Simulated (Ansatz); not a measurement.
**Geometry relaxation, with input and output: SrTiO3 (part 2 of 2)**

Continued. System: SrTiO3 (5 atoms in the cell). Method: DFT PBE, scalar-relativistic, plane waves, PAW, no spin polarisation (Ansatz 0.2.0); cutoff 420 eV, 8×8×8 k-mesh, Gaussian smearing of 0.02 eV. The structure derives from an entry of the Crystallography Open Database.

Geometry of the input (Å; fractional positions):
```
3.9053  0.0000  0.0000
0.0000  3.9053  0.0000
0.0000  0.0000  3.9053
Sr 0.5000  0.5000  0.5000
Ti 0.0000  0.0000  0.0000
O  0.5000  0.0000  0.0000
O  0.0000  0.5000  0.0000
O  0.0000  0.0000  0.5000
```

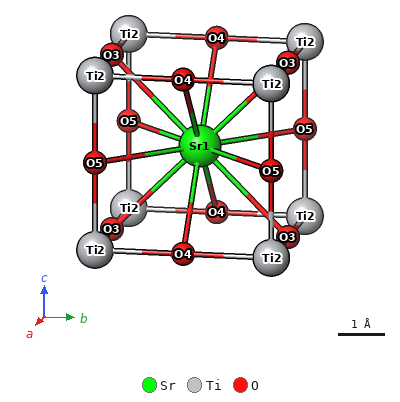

Fig. 1: The geometry at step 2 of the log (ball-and-stick view of the cell of the calculation, seen slightly off an axis; atoms are numbered from 1 in the order of the input).

The program's output, continued:
```
relax step   4: F+E_penalty+E_count = -7754.48743451 eV  Δ(F+E_penalty+E_count) = -5.751e-3 eV  max|allowed force component| = 3.043e-30 eV/Å  Δτ_max = 0.0000 Å  P = +0.172 GPa  Ω = 60.937 Å³  stress off target by 1.72e-1 GPa  SCF on the basis re-selected at this cell (its energy is not comparable with the rows above)  (6 SCF iters)
basis re-selected at this cell: Δ(F+E_penalty+E_count) = -5.751e-3 eV, ΔP = +0.161 GPa vs the last step (what re-selecting the basis moved, of the pressure what is left beyond the Pulay correction that the steps carried, after the strain that the cell walked since its last selection, with what the two solves' SCF thresholds leave and, on support functions, any second-order correction that the steps lacked; it is no measure of the basis error at this ecutwfc). This SCF's stress stands 1.72e-1 GPa from its target on what of the cell is left free (relax.cell.stress_tol is 5.00e-2 GPa) and its largest allowed force component is 3.04e-30 eV/Å (relax.f_tol is 5.00e-3 eV/Å): not within both, so this SCF does not close the relaxation
Crystal: 5 atoms, lattice volume = 60.996 Å³
iter 1 solved again at ethr=2.52e-8 eV; its pass at ethr=3.10e-3 eV (dr2=1.01e-5 eV) is discarded
SCF iter   1: F=—  HF=-7754.486588 eV  |F-HF|=—  |Δ(HF+E_count)|=         —  Δρ=1.38e-4  dr2=9.02e-6  ethr=2.52e-8  ⟨swp⟩=2.4  Hψ=4581  notcnv=0
preconditioner: auto → Resta (q_TF=auto, 2.543 Å⁻¹)  ε∞=5.6  [insulator: Δε(μ)=1.841 eV  Ē_g=12.100 eV  σ=0.020 eV  W_gap=1.00  n_scr=18 (ndim 8)  ℏωp=26.0 eV  f_vac=0.000  D(μ)=0.00/eV (n_scr^D=0)  ε∞_Penn≈5.6]
SCF iter   2: F=—  HF=-7754.487260 eV  |F-HF|=—  |Δ(HF+E_count)|=   6.72e-4  Δρ=3.36e-5  dr2=5.19e-7  ethr=2.25e-8  ⟨swp⟩=2.0  Hψ=1565  notcnv=0
SCF iter   3: F=—  HF=-7754.487260 eV  |F-HF|=—  |Δ(HF+E_count)|=   4.44e-8  Δρ=1.39e-5  dr2=9.10e-8  ethr=1.30e-9  ⟨swp⟩=2.1  Hψ=1286  notcnv=0
iter 4 did not close the SCF: its close was put off for the readings that it lacked (scf_convergence_deferred on its scf_iter line)
SCF iter   4: F=-7754.487260 eV  HF=-7754.487260 eV  |F-HF|=2.03e-9  |Δ(HF+E_count)|=   4.06e-8  Δρ=2.44e-6  dr2=1.76e-9  ethr=2.28e-10  ⟨swp⟩=2.1  Hψ=1246  notcnv=0
iter 5 did not close the SCF: its close was put off for the readings that it lacked (scf_convergence_deferred on its scf_iter line)
SCF iter   5: F=-7754.487260 eV  HF=-7754.487260 eV  |F-HF|=2.21e-10  |Δ(HF+E_count)|=   2.17e-9  Δρ=6.54e-7  dr2=1.96e-10  ethr=4.40e-12  ⟨swp⟩=2.2  Hψ=1358  notcnv=0
SCF iter   6: F=-7754.487260 eV  HF=-7754.487260 eV  |F-HF|=4.55e-12  |Δ(HF+E_count)|=  2.88e-10  Δρ=1.55e-7  dr2=2.05e-11  ethr=1.00e-12  ⟨swp⟩=1.7  Hψ=2159  notcnv=0
SCF 5 converged in 6 iterations: F = -7754.487260 eV  dr2 = 2.05e-11
relax step   5: F+E_penalty+E_count = -7754.48726005 eV  Δ(F+E_penalty+E_count) = +1.745e-4 eV  max|allowed force component| = 1.262e-29 eV/Å  Δτ_max = 0.0000 Å  P = +0.005 GPa  Ω = 60.996 Å³  energy of the carried Pulay correction = -2.067e-4 eV  (6 SCF iters, dr2 threshold 7.37e-8 eV, accepted)
iter 1 solved again at ethr=3.76e-7 eV; its pass at ethr=3.10e-3 eV (dr2=1.51e-4 eV) is discarded
SCF iter   1: F=—  HF=-7754.486809 eV  |F-HF|=—  |Δ(HF+E_count)|=         —  Δρ=3.34e-5  dr2=2.99e-7  ethr=3.76e-7  ⟨swp⟩=3.8  Hψ=7056  notcnv=0
preconditioner: auto → Resta (q_TF=auto, 2.543 Å⁻¹)  ε∞=5.6  [insulator: Δε(μ)=1.842 eV  Ē_g=12.101 eV  σ=0.020 eV  W_gap=1.00  n_scr=18 (ndim 8)  ℏωp=26.0 eV  f_vac=0.000  D(μ)=0.00/eV (n_scr^D=0)  ε∞_Penn≈5.6]
SCF iter   2: F=—  HF=-7754.487484 eV  |F-HF|=—  |Δ(HF+E_count)|=   6.75e-4  Δρ=1.76e-5  dr2=7.77e-8  ethr=7.47e-10  ⟨swp⟩=3.0  Hψ=1795  notcnv=0
SCF iter   3: F=—  HF=-7754.487484 eV  |F-HF|=—  |Δ(HF+E_count)|=   1.64e-7  Δρ=1.17e-5  dr2=3.06e-8  ethr=1.94e-10  ⟨swp⟩=1.0  Hψ=876  notcnv=0
SCF iter   4: F=—  HF=-7754.487484 eV  |F-HF|=—  |Δ(HF+E_count)|=   2.04e-7  Δρ=4.10e-6  dr2=4.88e-9  ethr=7.64e-11  ⟨swp⟩=1.1  Hψ=902  notcnv=0
SCF iter   5: F=—  HF=-7754.487484 eV  |F-HF|=—  |Δ(HF+E_count)|=   1.44e-8  Δρ=1.41e-6  dr2=7.77e-10  ethr=1.22e-11  ⟨swp⟩=1.0  Hψ=876  notcnv=0
SCF iter   6: F=—  HF=-7754.487484 eV  |F-HF|=—  |Δ(HF+E_count)|=  3.46e-11  Δρ=7.98e-7  dr2=2.37e-10  ethr=1.94e-12  ⟨swp⟩=1.1  Hψ=877  notcnv=0
SCF iter   7: F=-7754.487484 eV  HF=-7754.487484 eV  |F-HF|=2.73e-12  |Δ(HF+E_count)|=  1.00e-11  Δρ=1.63e-7  dr2=8.49e-12  ethr=1.00e-12  ⟨swp⟩=4.0  Hψ=3368  notcnv=0
SCF 6 converged in 7 iterations: F = -7754.487484 eV  dr2 = 8.49e-12
relax step   6: F+E_penalty+E_count = -7754.48748417 eV  Δ(F+E_penalty+E_count) = -2.241e-4 eV  max|allowed force component| = 1.399e-29 eV/Å  Δτ_max = 0.0000 Å  P = +0.008 GPa  Ω = 60.996 Å³  stress off target by 7.94e-3 GPa  SCF on the basis re-selected at this cell (its energy is not comparable with the rows above)  (7 SCF iters)
basis re-selected at this cell: Δ(F+E_penalty+E_count) = -2.241e-4 eV, ΔP = +0.003 GPa vs the last step (what re-selecting the basis moved, of the pressure what is left beyond the Pulay correction that the steps carried, after the strain that the cell walked since its last selection, with what the two solves' SCF thresholds leave and, on support functions, any second-order correction that the steps lacked; it is no measure of the basis error at this ecutwfc). This SCF's stress stands 7.94e-3 GPa from its target on what of the cell is left free (relax.cell.stress_tol is 5.00e-2 GPa) and its largest allowed force component is 1.40e-29 eV/Å (relax.f_tol is 5.00e-3 eV/Å): within both
SCF converged after 7 iterations
Free energy (F): -7754.487484 eV
Harris-Foulkes:  -7754.487484 eV  (|F-HF|=2.73e-12)
Internal energy: -7754.487484 eV  (E = F + TS)
E sigma→0 (E₀):  -7754.487484 eV
Fermi energy:    10.580278 eV
--- Per-component energies (eV) ---
  E_band       = -218.253595
  E_kinetic    = 1045.755472
  E_local      = -2414.588993  (includes V_loc(G=0)·N_el)
  E_nonlocal   = 347.835373
  E_hartree    = 844.073221
  E_xc         = -495.951966
  E_vxc        = -571.539045  (∫ρ·V_xc dr)
  E_paw        = -4213.382255  (= ΣΔE_a)
  E_vpaw       = -313.870331  (= ΣTr[D̂ρ^β])
  E_aug_tail   = 0.007474  (compensation charges beyond the density's cutoff)
  E_ewald      = -2868.235809
  E_smearing   = -0.000000  (= −TS)
  E_closure    = -0.000000  (closes the sum)
  Σ components = -7754.487484   (vs F -7754.487484, Δ=0.00e0)
--- Forces (eV/Å), atoms counted from 1 ---
  atom   1  Sr     0.00000000     0.00000000     0.00000000
  atom   2  Ti     0.00000000    -0.00000000     0.00000000
  atom   3  O     -0.00000000    -0.00000000     0.00000000
  atom   4  O     -0.00000000     0.00000000    -0.00000000
  atom   5  O      0.00000000     0.00000000     0.00000000
  max |Σ_I F_I| component: 4.15e-29 eV/Å
--- Stress (GPa, compression-positive) ---
        0.007940      -0.000000       0.000000
       -0.000000       0.007940      -0.000000
        0.000000      -0.000000       0.007940
  P = ⅓ Tr σ = 0.0079 GPa (0.079 kbar)
--- Band table (eV; the first three rows and the last of 35) ---
  k-point 0: bands = ["-46.8333", "-23.1295", "-23.0785", "-23.0785", "-23.0785", "-7.6713", "-6.7085", "-6.7085", "-5.1171", "-5.1171", "-5.1171", "6.8674", "6.8674", "6.8674", "8.5275", "8.5275", "8.5275", "9.3008", "9.3008", "9.3008", "11.5012", "11.5012", "11.5012", "13.8374", "13.8374"]
  k-point 1: bands = ["-46.8331", "-23.1511", "-23.0781", "-23.0781", "-23.0631", "-7.6755", "-6.7158", "-6.7032", "-5.1108", "-5.1108", "-5.0175", "6.6697", "6.8600", "6.8600", "8.3320", "8.3320", "8.3977", "8.8399", "9.2059", "9.2059", "11.5230", "11.8368", "11.8368", "13.8396", "14.2899"]
  k-point 2: bands = ["-46.8327", "-23.1873", "-23.0771", "-23.0771", "-23.0414", "-7.7314", "-6.6903", "-6.6478", "-5.0956", "-5.0956", "-4.8096", "6.1738", "6.8486", "6.8486", "7.9085", "7.9085", "8.0208", "8.1125", "9.0668", "9.0668", "11.5768", "12.5155", "12.5155", "13.8435", "15.1035"]
  k-point 34: bands = ["-46.8300", "-23.1357", "-23.1357", "-23.1357", "-23.0752", "-6.3860", "-6.3860", "-6.3860", "-5.3591", "-5.3591", "-5.3591", "5.0882", "5.5862", "5.5862", "6.0059", "6.0059", "6.0059", "9.6593", "9.6593", "9.6593", "13.9973", "13.9973", "13.9973", "16.5429", "16.5429"]
--- Relaxed structure (4 steps of the walk, 4 accepted, 2 SCFs on fresh bases) ---
  F+E_penalty+E_count = -7754.48748417 eV   max|allowed force component| = 1.399e-29 eV/Å   (the final SCF, on the basis selected at the relaxed cell)
  cell:  # Å, volume = 60.9957 Å³
    - [3.9364041179968, -1.0432120532097528e-33, 1.2839532962581572e-34]
    - [-1.0432120532097528e-33, 3.9364041179968, 0.0]
    - [1.2839532962581572e-34, 0.0, 3.9364041179968]
  atoms:
    - { symbol: Sr, position: [0.49999999999999994, 0.49999999999999994, 0.49999999999999994] }
    - { symbol: Ti, position: [2.46580263685526e-36, -3.018039685862393e-37, -5.137088826871731e-37] }
    - { symbol: O, position: [0.49999999999999994, 3.7243893994121737e-37, 1.2842722067418577e-37] }
    - { symbol: O, position: [4.520638167656895e-36, 0.49999999999999994, 1.2842722067535575e-37] }
    - { symbol: O, position: [4.520638167660835e-36, 3.4033213478504984e-37, 0.49999999999999994] }
```

Trajectory as extended XYZ (Å, eV, eV/Å), 6 frames, from step=1 to step=6:
```
5
Lattice="3.9053 0.0000 0.0000 0.0000 3.9053 0.0000 0.0000 0.0000 3.9053" Properties=species:S:1:pos:R:3:forces:R:3 step=1 energy=-7754.46853 pressure_GPa=4.28
Sr    1.9526    1.9526    1.9526    0.0000   0.0000   0.0000
Ti    0.0000    0.0000    0.0000    0.0000   0.0000   0.0000
O     1.9526    0.0000    0.0000    0.0000   0.0000   0.0000
O     0.0000    1.9526    0.0000    0.0000   0.0000   0.0000
O     0.0000    0.0000    1.9526    0.0000   0.0000   0.0000
5
Lattice="3.9329 0.0000 0.0000 0.0000 3.9329 0.0000 0.0000 0.0000 3.9329" Properties=species:S:1:pos:R:3:forces:R:3 step=2 energy=-7754.48195 pressure_GPa=0.32
Sr    1.9664    1.9664    1.9664    0.0000   0.0000   0.0000
Ti    0.0000    0.0000    0.0000    0.0000   0.0000   0.0000
O     1.9664    0.0000    0.0000    0.0000   0.0000   0.0000
O     0.0000    1.9664    0.0000    0.0000   0.0000   0.0000
O     0.0000    0.0000    1.9664    0.0000   0.0000   0.0000
5
Lattice="3.9351 0.0000 0.0000 0.0000 3.9351 0.0000 0.0000 0.0000 3.9351" Properties=species:S:1:pos:R:3:forces:R:3 step=3 energy=-7754.48168 pressure_GPa=0.01
Sr    1.9676    1.9676    1.9676    0.0000   0.0000   0.0000
Ti    0.0000    0.0000    0.0000    0.0000   0.0000   0.0000
O     1.9676    0.0000    0.0000    0.0000   0.0000   0.0000
O     0.0000    1.9676    0.0000    0.0000   0.0000   0.0000
O     0.0000    0.0000    1.9676    0.0000   0.0000   0.0000
5
Lattice="3.9351 0.0000 0.0000 0.0000 3.9351 0.0000 0.0000 0.0000 3.9351" Properties=species:S:1:pos:R:3:forces:R:3 step=4 energy=-7754.48744 pressure_GPa=0.17
Sr    1.9676    1.9676    1.9676    0.0000   0.0000   0.0000
Ti    0.0000    0.0000    0.0000    0.0000   0.0000   0.0000
O     1.9676    0.0000    0.0000    0.0000   0.0000   0.0000
O     0.0000    1.9676    0.0000    0.0000   0.0000   0.0000
O     0.0000    0.0000    1.9676    0.0000   0.0000   0.0000
5
Lattice="3.9364 0.0000 0.0000 0.0000 3.9364 0.0000 0.0000 0.0000 3.9364" Properties=species:S:1:pos:R:3:forces:R:3 step=5 energy=-7754.48726 pressure_GPa=0.01
Sr    1.9682    1.9682    1.9682    0.0000   0.0000   0.0000
Ti    0.0000    0.0000    0.0000    0.0000   0.0000   0.0000
O     1.9682    0.0000    0.0000    0.0000   0.0000   0.0000
O     0.0000    1.9682    0.0000    0.0000   0.0000   0.0000
O     0.0000    0.0000    1.9682    0.0000   0.0000   0.0000
5
Lattice="3.9364 0.0000 0.0000 0.0000 3.9364 0.0000 0.0000 0.0000 3.9364" Properties=species:S:1:pos:R:3:forces:R:3 step=6 energy=-7754.48748 pressure_GPa=0.01
Sr    1.9682    1.9682    1.9682    0.0000   0.0000   0.0000
Ti    0.0000    0.0000    0.0000    0.0000   0.0000   0.0000
O     1.9682    0.0000    0.0000    0.0000   0.0000   0.0000
O     0.0000    1.9682    0.0000    0.0000   0.0000   0.0000
O     0.0000    0.0000    1.9682    0.0000   0.0000   0.0000
```

Results in brief:

- outcome: converged
- space group (tolerance 0.01 Å): Pm-3m (221)
- electrons treated: 40
- free energy: −7754.4875 eV
- Fermi energy: 10.580 eV
- gap on the k-point mesh: 1.84 eV
- pressure: 0.01 GPa
- final volume: 61.00 Å³
- largest force (length of the vector) at the end: under 0.001 eV/Å
- final cell: a = 3.936 Å, b = 3.936 Å, c = 3.936 Å, α = 90.00°, β = 90.00°, γ = 90.00°
- hardware: 2 threads of Intel Xeon @ 2.50GHz (Skylake/Cascade Lake), 189 GiB of memory available, shared host
- wall time: 23 s (CPU time 42 s)
- peak memory: 0.41 GiB
